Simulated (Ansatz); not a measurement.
# The valence band of CdF2 as photoemission sees it, part 2 of 3

What would valence photoemission of CdF2 look like, and what sets its shape? Spin–orbit coupling is left out of the bands throughout.

Ansatz 0.2.0; DFT, LDA, plane-wave PAW, default files, scalar-relativistic (the session's first sound run).

So far, gap on the k-mesh (eV): step 2 (the base run) 2.81.

### Step 3. A hybrid functional

This step: DFT, HSE06, plane-wave PAW, default files, scalar-relativistic (Ansatz 0.2.0).

Exact exchange corrects much of the semilocal gap error, at a far higher cost.

input.yaml reads:

```yaml
crystal:
  lattice:
    - [0.0, 2.694, 2.694]
    - [2.694, 0.0, 2.694]
    - [2.694, 2.694, 0.0]
  atoms:
    - { symbol: Cd, position: [0.0, 0.0, 0.0] }
    - { symbol: F, position: [0.75, 0.75, 0.75] }
    - { symbol: F, position: [0.25, 0.25, 0.25] }
kpoints:
  mp_grid: { grid: [8, 8, 8] }
scf:
  occupations: { method: fermi_dirac, width: 0.02 }
  n_extra_bands: 10
hamiltonian:
  xc: hse06
  pseudopotentials: { kind: paw }
output:
  forces: true
  dos:
    projected: true
    de: 0.05
    e_range: [-28, 12]
    method: { smearing: { sigma: 0.15, scheme: gaussian } }
```

Run with:

```console
ansatz run input.yaml --threads 2 --pin off --max-ram 4096MiB --backend cpu --events-out ev --progress --plain --runs-dir out
```

Numbers of over 12 decimals in the logs are rounded to 6 here.

The log of the run:

```text
[...]
Crystal: 3 atoms, lattice volume = 39.104 Å³
Basis set: ecut = 420 eV, 749 PW (Γ), exchange–correlation on 54×54×54 points (8 copies of the dense FFT grid, shifted against one another)
Bands: 27, of which v1, the nominal top of the filled ones, is band 17 counted from 1 (16 counted from 0)
Symmetry: 48 space group operations
[...]
k-points: 29 of 512
[...]
SCF iter   1: F=—  HF=-9872.133514 eV  |F-HF|=—  |Δ(HF+E_count)|=         —  Δρ=1.05e-3  dr2=2.10e-4  ethr=1.77e-3  ⟨swp⟩=2.2  Hψ=5264  notcnv=0
[...]
SCF iter   2: F=-9872.133800 eV  HF=-9872.133712 eV  |F-HF|=8.76e-5  |Δ(HF+E_count)|=   1.98e-4  Δρ=2.81e-4  dr2=9.78e-6  ethr=2.88e-8  ⟨swp⟩=2.2  Hψ=3341  notcnv=0  defer=3
SCF 1 stopped early in 2 iterations: F = -9872.133800 eV  dr2 = 9.78e-6
[...]
Exchange kernel: α = 0.2500, screened, ω = 0.2079 Å⁻¹, Wigner–Seitz truncation, v(0) = 1046.9285 eV·Å³, q-mesh 8×8×8, nearest image of the exchange supercell L = 30.48 Å, pair-density grid 18×18×18, without the augmentation charges, whose exchange is taken in its separable form by FFT convolution over the k-point mesh (sized by the pseudopotential files, 24×24×24 at the most), smooth part of the exact exchange by density-matrix convolution
Frozen-core exchange: fock
SCF iter   1: F=—  HF=-9875.587597 eV  |F-HF|=—  |Δ(HF+E_count)|=         —  Δρ=1.23e-2  dr2=5.61e-2  ethr=2.88e-7  ⟨swp⟩=6.6  Hψ=3638  notcnv=0
[...]
SCF iter   6: F=-9875.584059 eV  HF=-9875.584066 eV  |F-HF|=6.33e-6  |Δ(HF+E_count)|=   3.26e-5  Δρ=3.50e-5  dr2=3.57e-7  ethr=2.88e-7  ⟨swp⟩=3.0  Hψ=1456  notcnv=0
SCF 2 stopped early in 6 iterations: F = -9875.584059 eV  dr2 = 3.57e-7
[...]
hybrid outer 1: dexx = +1.417e-2 eV, tail = 3.48e-5 eV
[...]
Frozen-core exchange: fock
SCF iter   1: F=—  HF=-9875.584276 eV  |F-HF|=—  |Δ(HF+E_count)|=         —  Δρ=7.93e-5  dr2=1.34e-6  ethr=5.12e-7  ⟨swp⟩=4.1  Hψ=1990  notcnv=0
[...]
SCF iter   2: F=-9875.584276 eV  HF=-9875.584276 eV  |F-HF|=2.40e-8  |Δ(HF+E_count)|=   2.59e-7  Δρ=2.59e-5  dr2=8.28e-8  ethr=3.18e-9  ⟨swp⟩=3.1  Hψ=1496  notcnv=0
SCF 3 converged in 2 iterations: F = -9875.584276 eV  dr2 = 8.28e-8
  Residual-converged pass: ⟨swp⟩=3.0  Hψ=1627  notcnv=0  max |occ|·‖R‖ = 6.3e-6 eV (tolerance 6.7e-6 eV)  dr2=8.34e-8  dr2_onsite=3.38e-9  max |Δocc| = 0.0e0
hybrid outer 2: dexx = +3.163e-7 eV, tail = 1.95e-7 eV, Δε = 2.91e-3 eV (about 2.61e-4 eV left of the loop's levels)
hybrid SCF converged: 2 outer / 8 inner (+2 warm-up), last move |dexx| = 3.16e-7 eV, tail = 1.95e-7 eV
Stability not checked: this state was not tested for a lower state beside it, because the functional holds exact exchange (a hybrid, or Hartree-Fock), whose exchange loop this test does not read (fock_operator; see scf.lower_state_search)
Free energy (F): -9875.584277 eV
Frozen-core exchange: fock
[...]
Internal energy: -9875.584277 eV  (E = F + TS)
E sigma→0 (E₀):  -9875.584277 eV
Fermi energy:    7.516982 eV
[...]
--- Band table (eV; the first three rows and the last of 29) ---
  k-point 0: bands = [... 13 lower, 3.8760, 4.3083, 4.3083, 4.3083, 10.1000, 19.8658, 19.8658, 19.8658, ... 6 higher]
  k-point 1: bands = [... 13 lower, 3.7556, 4.2322, 4.3310, 4.3310, 10.6494, 19.1311, 20.1172, 20.1172, ... 6 higher]
  k-point 2: bands = [... 13 lower, 3.4516, 3.7331, 4.3794, 4.3794, 11.9723, 17.9281, 20.7754, 20.7754, ... 6 higher]
  k-point 28: bands = [... 13 lower, 3.2918, 3.2918, 4.2544, 4.8924, 15.4302, 18.4450, 18.9302, 18.9302, ... 6 higher]
```

The job ended after 25 s (2 threads of AMD EPYC 7R43, shared host; peak memory 2.4 GiB; 48 s of CPU time).

Numbers from this step:

| Item | Value |
| --- | --- |
| free energy | -9875.5843 eV |
| Fermi energy | 7.517 eV |
| gap on the k-mesh | 5.208 eV |
| share of occupied states in no projected shell | 0.0046 of the occupied states in the window |

This run's widths, added to any smearing of the DOS itself: Gaussian 0.2 eV, Lorentzian 0.2 eV. Intensity against binding energy, zero at the valence-band maximum; values in % of the maximum within 13 eV:

```tsv
binding energy (eV)	21.2 eV	40.8 eV	1486.7 eV	5414.7 eV	9251.7 eV
0	31.6	12.5	4.02	3.46	3.41
2	58.0	21.9	6.11	5.36	5.70
4	6.15	5.47	4.68	4.78	5.01
6	20.2	21.8	20.1	20.0	20.0
8	0.550	0.541	0.485	0.487	0.494
10	0.215	0.193	0.170	0.173	0.180
12	-	0.102	0.0920	0.0972	0.105
14	-	0.0641	0.0645	0.0730	0.0836
16	-	0.0459	0.0594	0.0751	0.0934
18	-	0.0390	0.0839	0.121	0.162
20	-	0.0606	0.288	0.453	0.638
22	-	3.80	27.9	45.4	65.0
24	-	0.0418	0.210	0.334	0.475
```

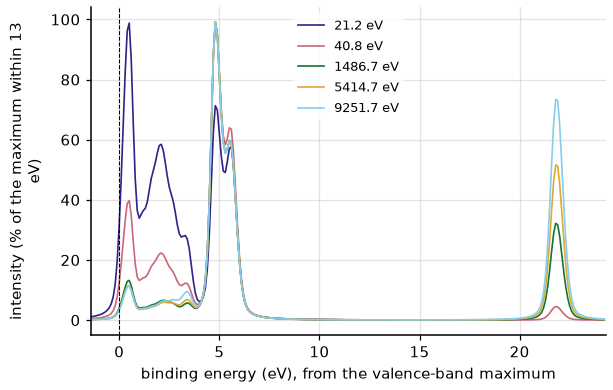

Intensity against binding energy.

Spectra as before, but with a recipe of its own (widths, and in some runs the light), which changes peak heights and what is resolved: Gaussian 0.2 eV, Lorentzian 0.2 eV plus 0 times the binding energy, linear light, analyser at 54.7°, Fermi edge at 77 K; some photon energies differ too.

The two runs compared:

```tsv
quantity	this run	base run	difference
gap on the k-mesh (eV)	5.2075	2.8109	2.40
```

The two runs differ clearly in the gap on the k-mesh: 5.21 eV against 2.81 eV.

### Step 4. With PBEsol

This step: DFT, PBEsol, plane-wave PAW, default files, scalar-relativistic (Ansatz 0.2.0).

The run is repeated with PBEsol on the same cell, to see how much the levels hang on the functional.

input.yaml, the sections that differ from step 3:

```yaml
kpoints:
  mp_grid: { grid: [8, 8, 8] }
  band_path:
    path:
      - [[0.0, 0.0, 0.0], [0.5, 0.0, 0.5], [0.625, 0.25, 0.625]]
      - [[0.375, 0.375, 0.75], [0.0, 0.0, 0.0], [0.5, 0.5, 0.5], [0.5, 0.25, 0.75], [0.5, 0.0, 0.5]]
    npoints: 15
hamiltonian:
  xc: pbesol
  pseudopotentials: { kind: paw }
output:
  forces: true
  stress: true
  dos:
    projected: true
    de: 0.05
    e_range: [-28, 12]
    nscf_kmesh: { grid: [14, 14, 14] }
  fatbands: true
# crystal, scf: as in step 3
```

The log of the run:

```text
[...]
Crystal: 3 atoms, lattice volume = 39.104 Å³
Basis set: ecut = 420 eV, 749 PW (Γ), exchange–correlation on 54×54×54 points (8 copies of the dense FFT grid, shifted against one another)
Bands: 27, of which v1, the nominal top of the filled ones, is band 17 counted from 1 (16 counted from 0)
Symmetry: 48 space group operations
[...]
k-points: 29 of 512
[...]
SCF iter   1: F=—  HF=-9785.883700 eV  |F-HF|=—  |Δ(HF+E_count)|=         —  Δρ=1.67e-2  dr2=7.04e-2  ethr=1.77e-3  ⟨swp⟩=5.2  Hψ=3431  notcnv=0  defer=1
[...]
SCF iter   6: F=-9785.863500 eV  HF=-9785.863500 eV  |F-HF|=4.04e-9  |Δ(HF+E_count)|=   8.17e-8  Δρ=2.82e-6  dr2=9.17e-10  ethr=7.23e-11  ⟨swp⟩=6.1  Hψ=3435  notcnv=0
SCF 1 converged in 6 iterations: F = -9785.863500 eV  dr2 = 9.17e-10
[...]
NSCF: frozen V_eff on 92 k-points
[...]
SCF converged after 6 iterations
Free energy (F): -9785.863500 eV
[...]
Internal energy: -9785.863500 eV  (E = F + TS)
E sigma→0 (E₀):  -9785.863500 eV
Fermi energy:    7.800484 eV
[...]
--- Stress (GPa, compression-positive) ---
       -0.245344      -0.000000      -0.000000
        0.000000      -0.245344       0.000000
       -0.000000       0.000000      -0.245344
  P = ⅓ Tr σ = -0.2453 GPa (-2.453 kbar)
--- Band table (eV; the first three rows and the last of 29) ---
  k-point 0: bands = [... 13 lower, 5.3121, 5.8228, 5.8228, 5.8228, 9.2472, 18.8146, 18.8146, 18.8146, ... 6 higher]
  k-point 1: bands = [... 13 lower, 5.2085, 5.7068, 5.8308, 5.8308, 9.8379, 18.1011, 19.0473, 19.0473, ... 6 higher]
  k-point 2: bands = [... 13 lower, 4.9236, 5.1725, 5.8641, 5.8641, 11.1527, 16.9321, 19.6487, 19.6487, ... 6 higher]
  k-point 28: bands = [... 13 lower, 4.7592, 4.7592, 5.6934, 6.3114, 14.2821, 17.6017, 17.8396, 17.8396, ... 6 higher]
```

It took 4.1 s on 2 threads; peak memory 0.37 GiB.

Numbers from this step:

```
free energy                                    : -9785.8635 eV
Fermi energy                                   : 7.800 eV
pressure                                       : -0.2453 GPa
gap on the k-mesh                              : 2.936 eV
share of occupied states in no projected shell : 0.0053 of the occupied states in the window
gap on the path                                : 2.936 eV
least direct gap on the path                   : 3.424 eV
```

Electronic bands along the path, in eV, zero at the valence-band maximum; v1 is the highest filled band, c1 the lowest empty one:

```tsv
point	v4	v3	v2	v1	c1
Γ	-1.00	-0.49	-0.49	-0.49	2.94
X	-3.01	-0.52	-0.09	-0.09	7.90
U	-2.34	-0.97	-0.36	-0.20	7.86
jump to K	-2.34	-0.97	-0.36	-0.20	7.86
Γ	-1.00	-0.49	-0.49	-0.49	2.94
L	-1.88	-1.88	-0.39	-0.39	7.08
W	-1.55	-1.55	-0.62	0.00	7.97
X	-3.01	-0.52	-0.09	-0.09	7.90
```

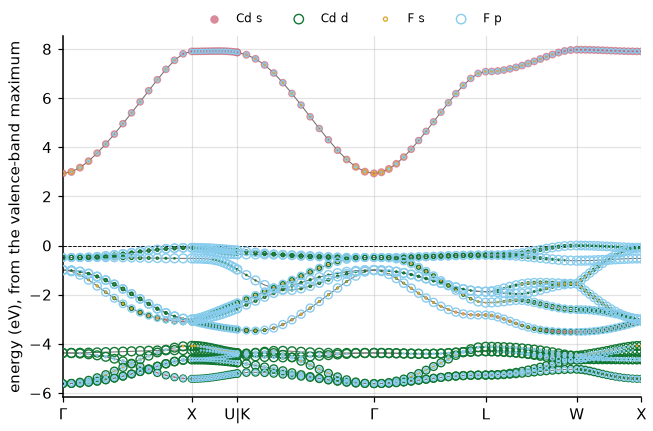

Electronic bands along the path; dots are coloured as in the legend, and their area grows with the weight.

The two runs compared:

```tsv
quantity	this run	base run	difference
gap on the path (eV)	2.9357	2.8109	0.125
least direct gap on the path (eV)	3.4244	3.2865	0.138
gap on the k-mesh (eV)	2.9357	2.8109	0.125
```

One result that differs is the gap on the k-mesh, 2.94 eV against 2.81 eV.

At this level the gap is 2.94 eV on the path.

### Step 5. With r²SCAN

This step: DFT, r2SCAN, plane-wave PAW, default files, scalar-relativistic (Ansatz 0.2.0).

The run is repeated with r²SCAN on the same cell, to see how much the levels hang on the functional.

Edit input.yaml of step 4 so:

```diff
@@ -20,3 +20,3 @@
 hamiltonian:
-  xc: pbesol
+  xc: r2scan
   pseudopotentials: { kind: paw }
```

The log of the run:

```text
[...]
Crystal: 3 atoms, lattice volume = 39.104 Å³
Basis set: ecut = 500 eV, 965 PW (Γ), exchange–correlation on 120×120×120 points (64 copies of the dense FFT grid, shifted against one another)
Bands: 27, of which v1, the nominal top of the filled ones, is band 17 counted from 1 (16 counted from 0)
Symmetry: 48 space group operations
[...]
k-points: 29 of 512
[...]
SCF iter   1: F=—  HF=-9889.348978 eV  |F-HF|=—  |Δ(HF+E_count)|=         —  Δρ=1.09e-2  dr2=3.61e-2  dr2_τ=7.62e-2  ethr=1.77e-3  ⟨swp⟩=5.1  Hψ=3447  notcnv=0  defer=2
[...]
SCF iter   7: F=-9889.378086 eV  HF=-9889.378086 eV  |F-HF|=3.00e-9  |Δ(HF+E_count)|=   2.54e-8  Δρ=4.86e-6  dr2=6.77e-9  dr2_τ=5.62e-10  ethr=2.94e-10  ⟨swp⟩=8.5  Hψ=3595  notcnv=0
SCF 1 converged in 7 iterations: F = -9889.378086 eV  dr2 = 6.77e-9
[...]
SCF converged after 7 iterations
Free energy (F): -9889.378086 eV
[...]
Internal energy: -9889.378086 eV  (E = F + TS)
E sigma→0 (E₀):  -9889.378086 eV
Fermi energy:    7.795476 eV
[...]
--- Stress (GPa, compression-positive) ---
        0.031255      -0.000000       0.000000
       -0.000000       0.031255      -0.000000
       -0.000000       0.000000       0.031255
  P = ⅓ Tr σ = 0.0313 GPa (0.313 kbar)
--- Band table (eV; the first three rows and the last of 29) ---
  k-point 0: bands = [... 13 lower, 4.8875, 5.3650, 5.3650, 5.3650, 9.6716, 19.5159, 19.5159, 19.5159, ... 6 higher]
  k-point 1: bands = [... 13 lower, 4.7843, 5.2666, 5.3767, 5.3767, 10.2298, 18.6874, 19.7613, 19.7613, ... 6 higher]
  k-point 2: bands = [... 13 lower, 4.5054, 4.7621, 5.4133, 5.4133, 11.5338, 17.4040, 20.4046, 20.4046, ... 6 higher]
  k-point 28: bands = [... 13 lower, 4.3546, 4.3546, 5.2583, 5.8772, 14.8640, 17.7499, 18.5245, 18.5245, ... 6 higher]
```

Elapsed: 7.2 s, on 2 threads; peak memory 0.48 GiB; 14 s of CPU time.

Numbers from this step:

| Item | Value |
| --- | --- |
| free energy | -9889.3781 eV |
| Fermi energy | 7.795 eV |
| pressure | 0.03125 GPa |
| gap on the k-mesh | 3.794 eV |
| share of occupied states in no projected shell | 0.0047 of the occupied states in the window |
| gap on the path | 3.794 eV |
| least direct gap on the path | 4.307 eV |

The electronic bands at the labelled points (eV, zero at the valence-band maximum; v1 is the highest filled band, c1 the lowest empty one):

```tsv
point	v4	v3	v2	v1	c1
Γ	-0.99	-0.51	-0.51	-0.51	3.79
X	-2.96	-0.52	-0.09	-0.09	8.92
U	-2.32	-0.96	-0.35	-0.20	8.87
jump to K	-2.32	-0.96	-0.35	-0.20	8.87
Γ	-0.99	-0.51	-0.51	-0.51	3.79
L	-1.84	-1.84	-0.41	-0.41	8.03
W	-1.52	-1.52	-0.62	0.00	8.99
X	-2.96	-0.52	-0.09	-0.09	8.92
```

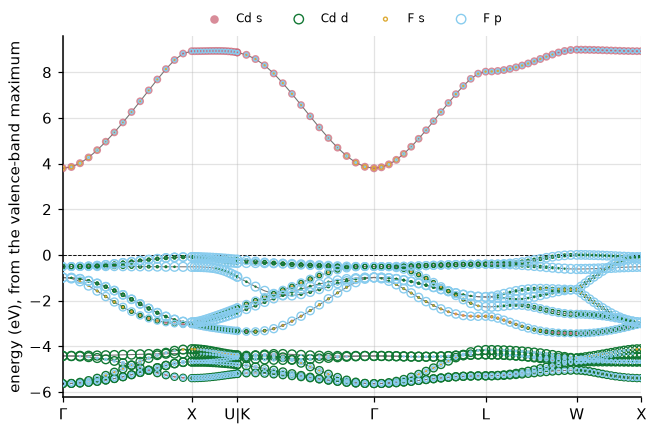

Electronic bands along the path; dots are coloured as in the legend, and their area grows with the weight.

The DOS has structure finer than the step of the table below, so its rows give means over 2 eV, whole bins alone (the curve runs from -23.4 to 13.9 eV). Peaks (eV: height): total -21.3: 8.98, -5.2: 12.9, -4.4: 20.8, -0.5: 14.2; F 2p -5.2: 3.10, -1.9: 4.72, -0.5: 12.0; Cd 4d -5.2: 9.67, -4.4: 20.0; Cd 5s -21.6: 0.232, -3.3: 0.478, 8.8: 0.929; Cd 5p* 10.8: 2.44.

* holds the states left over by the projection beside any projected weight of its own. Table of DOS by E, zero at the valence-band maximum; means over each step; values in states/eV/cell:

```tsv
E (eV)	total	F 2p	Cd 4d	Cd 5s	Cd 5p*	F 2s
-22	1.93	0.00276	0.0158	0.0511	4.5e-4	1.86
-20	0.0725	5.9e-5	4.1e-4	1.0e-6	0	0.0720
-18	0	0	0	0	0	0
-16	0	0	0	0	0	0
-14	0	0	0	0	0	0
-12	0	0	0	0	0	0
-10	0	0	0	0	0	0
-8	0	0	0	0	0	0
-6	1.74	0.412	1.32	0.00814	0.00171	0.00113
-4	3.81	0.644	3.06	0.0857	0.00439	0.0154
-2	3.00	2.60	0.284	0.0606	0.0450	0.0123
0	2.44	2.11	0.314	0.00320	0.0128	0.00169
2	0	0	0	0	0	0
4	0.0375	0.00294	0	0.0290	3.9e-4	0.00518
6	0.223	0.0329	2.3e-4	0.168	0.00408	0.0179
8	0.738	0.126	4.3e-4	0.577	0.0189	0.0162
10	0.631	0.0110	2.0e-4	0.00723	0.612	2.4e-4
12	0.561	0.00677	2.0e-4	0.00322	0.551	2.0e-4
```

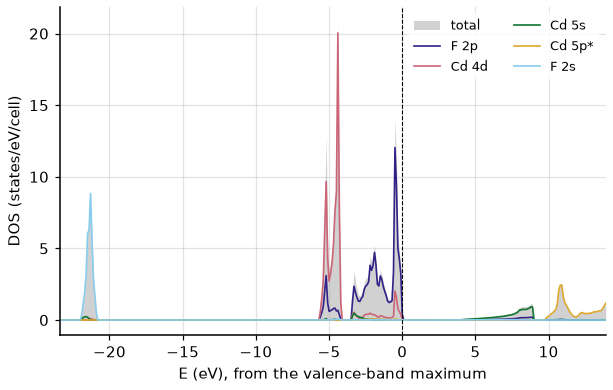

DOS, plotted against E.

The two runs compared:

```tsv
quantity	this run	base run	difference
gap on the path (eV)	3.7944	2.8109	0.983
least direct gap on the path (eV)	4.3066	3.2865	1.02
gap on the k-mesh (eV)	3.7944	2.8109	0.984
```

The two runs differ clearly in the gap on the k-mesh: 3.79 eV against 2.81 eV.

At this level the gap is 3.79 eV on the path.

[end of part 2 of 3]

[Logs are printed without paths, hosts, clocks, repeated set-up lines and the standing remarks that a program may print on its own settings, such as how far it seeks lower states.]

[Hosts, paths, dates, database ids (printed as entryN), source tags and the programs' standing remarks are cut or masked in the printed files.]

[Maps of the electrostatic potential energy from Ansatz leave out the sawtooth potential of an applied field or a dipole correction, so their vacuum need not be flat; work functions include it.]

[Peak lists hold at most the 14 tallest peaks of each spectrum; further lines can be left out.]
